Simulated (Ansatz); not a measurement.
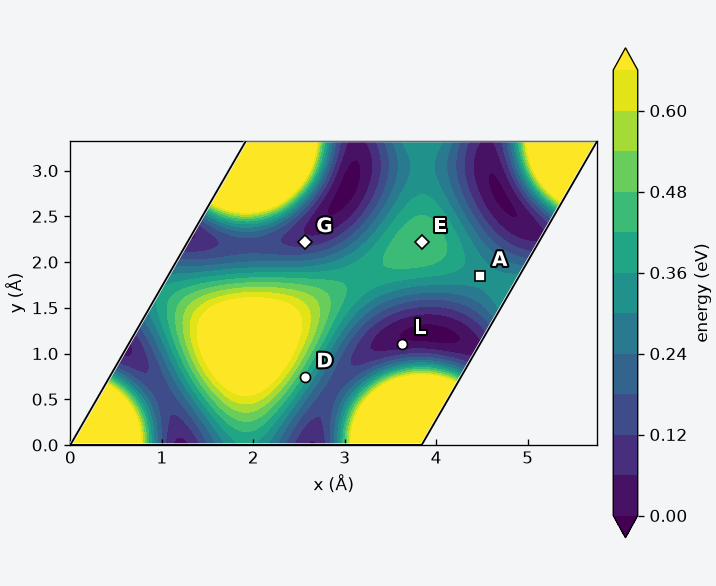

AlP (F-43m phase) with one H guest (13 atoms in the cell, cell charge +1). A guest moved over a lattice plane through the rigid host; the plane is (1 −1 1) of the conventional cell, half-way across the widest gap between atomic layers, origin above P12. Places are given modulo a cell vector. The map is drawn in real space over the plane of the scan. Nothing is relaxed (host rigid, guest held in the plane). Grid: 9 × 9 points; 45 points were computed and 36 follow by symmetry. Energies: eV per cell, counted from the lowest grid point. The band gap closes in part of the range. The cell is charged on a uniform background, without a charge correction. Level of theory: Ansatz, DFT LDA, scalar-relativistic, plane waves, PAW. Settings: cutoff 420 eV, k-mesh 4×4×4, gaussian smearing 0.05 eV, no spin polarisation.

The picture shows filled contours, the outline of one cell of the plane, one colour for all values above the top of the scale, lettered points. Between grid points the surface is interpolated.

Is E the lowest point of the computed grid?

Answer. No. E lies 0.47 eV above the lowest grid point, which is at (3/9, 8/9) of the cell vectors [nearest 1 Al at 1.63 Å and 1 P at 1.63 Å]. It is a local maximum.

What kind of point is each of A, D, E: minimum, saddle, maximum or slope?

Answer. A: saddle point; D: on a slope; E: maximum. (In these two coordinates alone; a stationary point may lie a little off the grid point.)

Rank the lettered points by energy, lowest first.

Answer. L (0.014 eV), G (0.09 eV), A (0.32 eV), D (0.39 eV), E (0.47 eV).

PAW datasets: the set soft_1.
